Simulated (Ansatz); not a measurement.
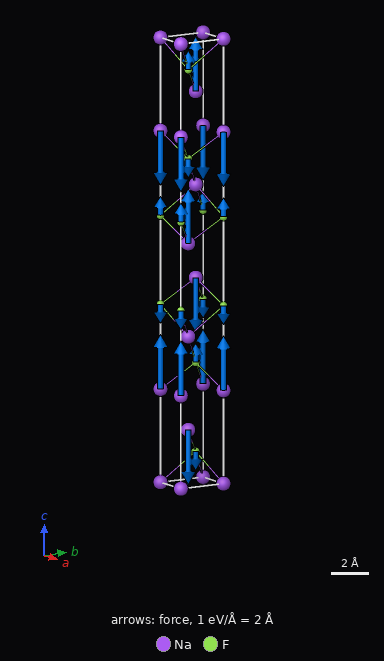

Starting geometry of a crystal of Na$_{3}$F$_{2}$ (built on the tetradymite_166 type) (coarse preliminary run) with the computed forces as blue arrows. A ball-and-stick model of the conventional cell (3 times the calculation's cell), seen slightly off an axis. Lengths and directions refer to the drawn axes.

Case: anti-tetradymite type (R-3m, No. 166).

All numbers below come from Ansatz 0.2.0, DFT PBE, scalar-relativistic, plane waves, PAW.

The input:
```yaml
crystal:
  lattice:
    - [1.739696696, 1.0044143557, 8.064376657]
    - [-1.739696696, 1.0044143557, 8.064376657]
    - [0.0, -2.0088287115, 8.064376657]
  atoms:
    - { symbol: Na, position: [0.0, 0.0, 0.0] }
    - { symbol: Na, position: [0.2095, 0.2095, 0.2095] }
    - { symbol: Na, position: [0.7905, 0.7905, 0.7905] }
    - { symbol: F, position: [0.4, 0.4, 0.4] }
    - { symbol: F, position: [0.6, 0.6, 0.6] }
basis:
  ecutwfc: 420
kpoints:
  mp_grid: { grid: [6, 6, 6] }
hamiltonian:
  xc: pbe
scf:
  occupations: { method: gaussian, width: 0.1 }
  lower_state_search: "off"
output:
  forces: true
  stress: true
  eigenvalues: true
relax:
  adjacent_minimum: "off"
  f_tol: 0.04
  max_steps: 70
  cell: { stress_tol: 0.4 }
```

Launched with:
```bash
ansatz run input.yaml --threads 1 --pin off --max-ram 2560MiB --backend cpu --events-out ev --progress --plain --runs-dir out
```

### What follows when this structure is relaxed?

It isn't relaxed: the largest force vector, on Na atoms, is 1.51 eV/Å. The atoms end up moving mostly along the starting forces (cosine between the two patterns 0.95). The largest moves relative to the cell, 0.50 Å, are those of Na2 and Na3. Na2 goes along +c. Largest moves by element: Na 0.50 Å, F 0.38 Å. Cell: a = b 3.479 → 3.386 Å (−2.7 %), c 24.193 → 25.930 Å (+7.2 %). Volume +1.5 %. Some distances before and after: Na2–Na3 2.886 → 3.771 Å, Na1–F4 2.576 → 2.373 Å, Na2–F5 2.439 → 2.384 Å. Bond angles that change, for instance: F4–Na1–F5 95.0° → 89.0°, Na1–F4–Na1 85.0° → 91.0°, F4–Na1–F4 85.0° → 91.0°. The space group stays R-3m (No. 166). After 6 accepted moves (8 points after the start) the energy has fallen by 185 meV per atom. The largest force component goes from 1.5 to 0.0091 eV/Å. Pressure: −0.07 GPa at the start and 0.02 GPa at the end. At 2 points the geometry stayed and the basis and grid were re-selected for the new cell (energy shift of 1.8 meV per atom at most each time).
